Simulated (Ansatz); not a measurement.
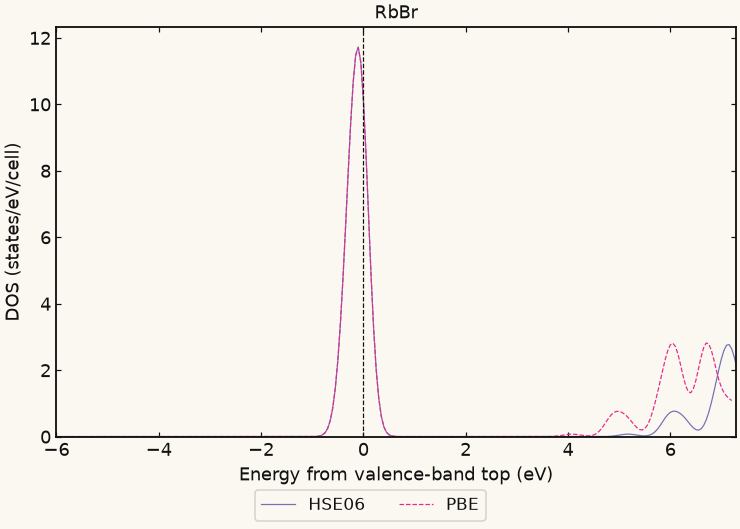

Total densities of states of RbBr, space group F-43m, 2 atoms in the cell, zincblende type, by two methods on the same cell. The curves are built from the levels of the k mesh with Gaussians 0.4 eV wide, which also blur the band edges. Each is counted from its own valence-band top.

Q: How do the methods compare?

A: HSE06 gives a gap of 5.17 eV and PBE gives a gap of 4.07 eV.

Settings. HSE06: DFT, HSE06, plane waves, PAW, no spin polarisation, 4×4×4 k mesh, 420 eV cutoff (Ansatz 0.2.0). PBE: DFT, PBE, plane waves, PAW, no spin polarisation, 4×4×4 k mesh, 420 eV cutoff (Ansatz 0.2.0).
